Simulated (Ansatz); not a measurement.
Co

The calculation's input:

```
crystal:
  lattice:
    - [-2.7977548927, 2.4350048611, 1.1809689719]
    - [2.4350048611, -2.7977548927, 1.1809689719]
    - [2.0443473244, 2.0443473244, -1.8453463191]
  atoms:
    - { symbol: Co, position: [0.9887730261, 0.0112269739, 0.0] }
    - { symbol: Co, position: [0.7612269739, 0.2387730261, 0.5] }
hamiltonian:
  xc: pbe
  pseudopotentials:
    kind: paw_fr
    azcp:
      Co: "pseudopotentials/Co.paw.azcp"
basis:
  ecutwfc: 420
  fft_grid_basis: typed
kpoints:
  mp_grid: { grid: [18, 18, 13], shift: [0, 0, 0] }
magnetization:
  noncollinear: true
  spin_orbit: true
scf:
  occupations: { method: fermi_dirac, width: 0.1 }
output:
  write_density: true
  write_potential: true
  elf: true
  volumetric_format: npy
```

Launched as:

```sh
ansatz run input.yaml --threads 1 --pin off --max-ram 3584MiB --backend cpu --events-out ev --progress --plain --runs-dir out
```

Below, planes, directions and counts refer to the conventional cell (a = 2.42 Å, b = 7.40 Å, c = 2.43 Å, α = 90.00°, β = 90.00°, γ = 90.00°).

Space group Cmcm; set up as Co, beta-Sn type; a generated structure, not necessarily the stable one.

Level of theory: DFT, PBE, plane waves (420 eV) with PAW, fully relativistic with spin-orbit coupling in Ansatz 0.2.0.

Q: What can the converged valence pseudo-density and electron localisation function tell about the bonding?

A: Co–Co (2.42 Å): the density is about 0.37 e/Å³ at the midpoint; the ELF is about 0.25 at the midpoint (no shared electron pair shows on this line).

Q: Does the calculation make it a metal, or give it a gap?

A: It is gapless in this calculation (a metal or semimetal).

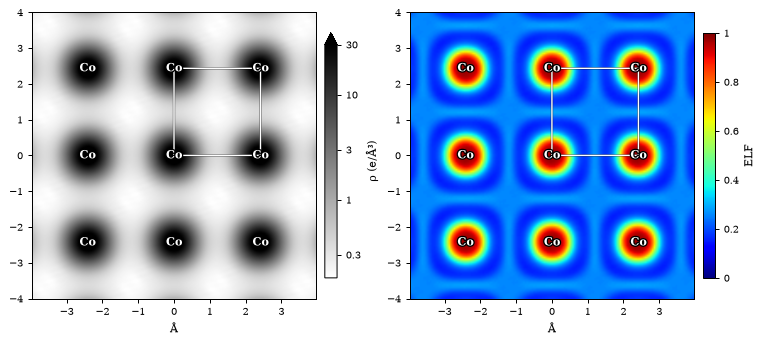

Computed valence pseudo-density and electron localisation function on the (010) plane of the conventional cell, in this order. 

Core electrons are frozen (PAW), and the valence fields are smoothed inside the atomic spheres.
